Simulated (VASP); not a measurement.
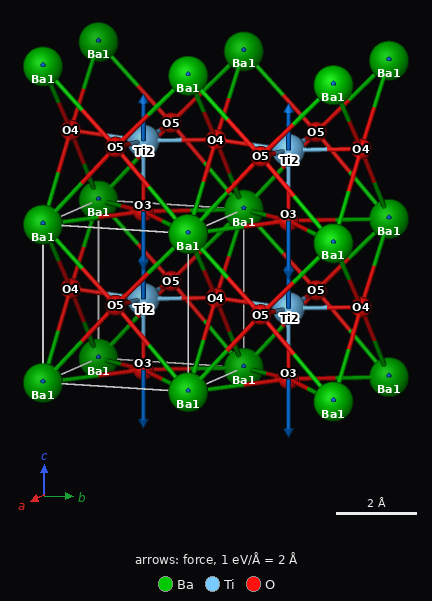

Starting geometry of solid BaTiO₃ (set up in P4mm) with the computed forces as blue arrows. Style: ball-and-stick. Shown: the cell of the calculation, repeated 1 × 2 × 2 with one cell outlined, slightly off an axis.

The run lets the atoms move in a fixed cell.

These are results of Kohn-Sham DFT of a periodic cell, r2SCAN, VASP PAW PBE potentials, recommended in VASP, not measurements.

Input
```
PREC = Accurate ; ENCUT = 600
EDIFF = 1E-7 ; ISMEAR = 0
SIGMA = 0.03 ; LREAL = F
LASPH = T ; NELM = 80
ALGO = Normal ; ISIF = 4
LWAVE = F ; LCHARG = F
METAGGA = R2SCAN ; LMIXTAU = T
IBRION = 2 ; NSW = 40
EDIFFG = -0.01 ; KPAR = 2
```

Launched with:
```bash
cat potpaw_PBE.64/Ba_sv/POTCAR potpaw_PBE.64/Ti_sv/POTCAR potpaw_PBE.64/O/POTCAR > POTCAR
mpirun -np 2 vasp_std > vasp.out
```

**What follows when this structure is relaxed?**

It isn't relaxed: the largest force vector, on O3, is 0.76 eV/Å. The atoms end up moving mostly along the starting forces (cosine between the two patterns 0.91). The energy falls by 7.7 meV per atom in 11 geometry steps. The largest force component goes from 0.76 to 0.0098 eV/Å. The atom that moves furthest relative to the cell is Ti2 (0.072 Å along +c). Largest moves by element: Ti 0.072 Å, O 0.068 Å, Ba 0.033 Å. The drawn cell changes at constant volume: a = b 3.906 → 3.942 Å (+0.9 %), c 4.031 → 3.957 Å (−1.8 %). Some distances before and after: Ti2–O3 2.233 → 2.052 Å, Ti2–O3 (another image) 1.798 → 1.905 Å, Ba1–O4 2.864 → 2.812 Å, Ba1–Ti2 3.462 → 3.437 Å. Among the angles between lasting bonds that change: Ti2–O4–Ti2 171.1° → 176.6°, O4–Ti2–O4 171.1° → 176.6°, Ba1–O3–Ba1 174.0° → 178.3°. The space group stays P4mm (No. 99).
